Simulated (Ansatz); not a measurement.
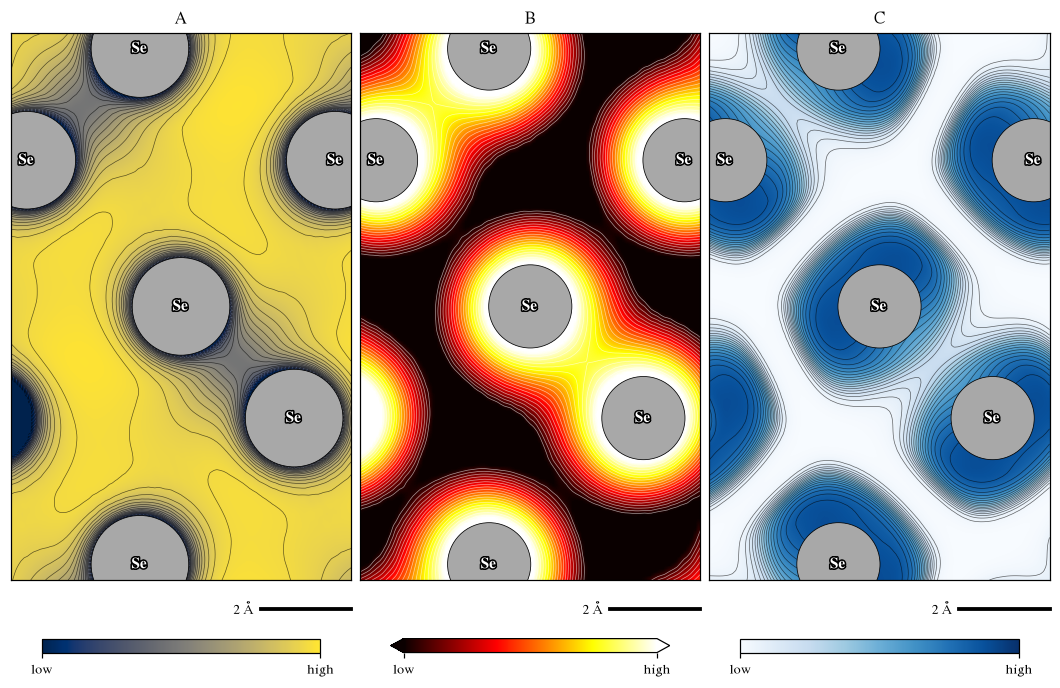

SiSe2: 3 fields on the (001) plane of the conventional cell, with unlabelled colour scales. Grey discs cover the atomic cores.

Space group Ibam; started from the SiSe2 prototype; changed on purpose from its base cell (volume × 1.040).

Computed with DFT PBE, scalar-relativistic, plane waves, PAW (Ansatz 0.2.0).

**Match the panels to the quantities (electron localisation function, electrostatic potential energy of an electron and valence pseudo-density).**

Panel A: electrostatic potential energy of an electron (low next to the atoms, rising into the space between them). Panel B: valence pseudo-density. Panel C: electron localisation function.
